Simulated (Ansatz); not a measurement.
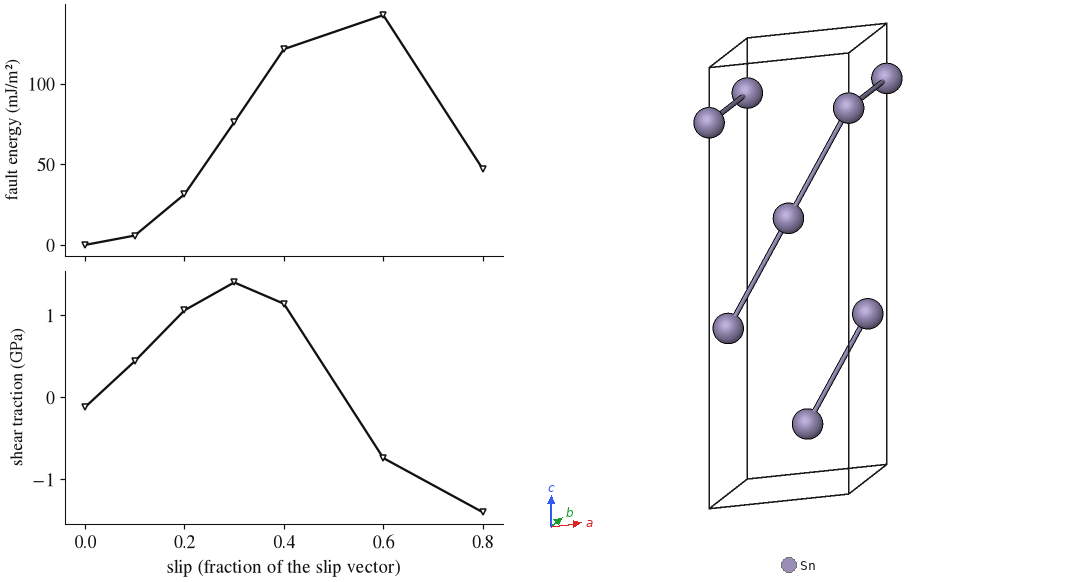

The figure shows the fault energy and shear traction against slip for Sn, space group I4/mmm (No. 139). The cell is drawn beside the plot.

Starting cell:
```yaml
crystal:
  lattice:
    - [-1.62111, 1.62111, -2.59952]
    - [-3.24223, 0.00000, 0.00000]
    - [0.00000, 9.72668, 5.19903]
  atoms:
    - { symbol: Sn, position: [0.00000, 0.00000, 0.87500] }
    - { symbol: Sn, position: [0.50000, 0.75000, 0.12500] }
    - { symbol: Sn, position: [0.00000, 0.50000, 0.37500] }
    - { symbol: Sn, position: [0.50000, 0.25000, 0.62500] }
```

How it was computed, with Ansatz 0.2.0: rigid slide of a crystal across a plane by tilting cell vector c, one fault a cell, unrelaxed, by plane-wave density functional theory with PAW datasets, free energies less that of the undisturbed cell; scalar-relativistic. Level: r2SCAN, no spin polarisation.

| setting | value |
| --- | --- |
| wave cutoff | 500 eV |
| k mesh | 19×20×6 |
| occupations | Gaussian |
| smearing width | 0.15 eV |
| k shift | (0, 0, 0) (mesh steps) |
| start | relaxed |
| height of the cut | 0 (fraction of cell vector c) |
| slip vector | (1, 0) (multiples of cell vectors a and b) |

Question: How high is the barrier to slip, and is there a metastable fault?

Answer: The highest fault energy among the points, the barrier to rigid slip along this vector, is 142 mJ/m² at slip 0.6; no local minimum, hence no metastable fault, shows among the points.

Question: What does the shear traction do across the range?

Answer: It goes from −0.12 GPa at slip 0.0 to −1.40 GPa at 0.8, not monotonically, with a high of 1.40 GPa at 0.3.
